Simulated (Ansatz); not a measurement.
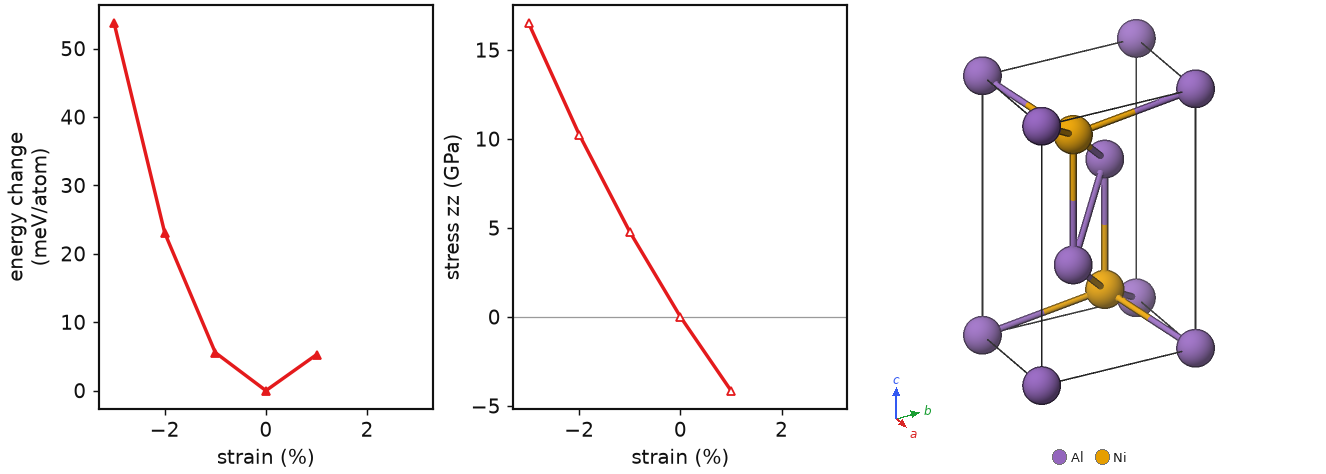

Plotted: energy change and stress zz against strain for Al₃Ni₂, space group P-3m1 (No. 164). The cell is drawn beside the plot.

Cell as given: a = 4.003 Å, b = 4.003 Å, c = 4.859 Å, α = 90.00°, β = 90.00°, γ = 120.00°; 5 atoms.

Computed with Ansatz 0.2.0: energy, stress and cell of a relaxed crystal along a series of strains, atoms and what the cell freedom names relaxed within the symmetry; stress is positive in compression; plane waves with PAW datasets, Γ-centred k mesh; energies extrapolated to zero smearing. Level: PBEsol, no spin polarisation.

| setting | value |
| --- | --- |
| wave cutoff | 420 eV |
| k mesh | 12×12×8 |
| occupations | Gaussian |
| smearing width | 0.1 eV |
| strain kind | isotropic |
| cell freedom | cell held, all vectors scaled |

The points at strain 2 % and 3 % are left out of the plot. What values does the calculation give there?

```tsv
strain (%)	energy change (meV/atom)	stress zz (GPa)
2	20.31	-7.73
3	44.19	-10.82
```

Limits of the calculation: no spin polarisation, a magnetic state may lie lower.
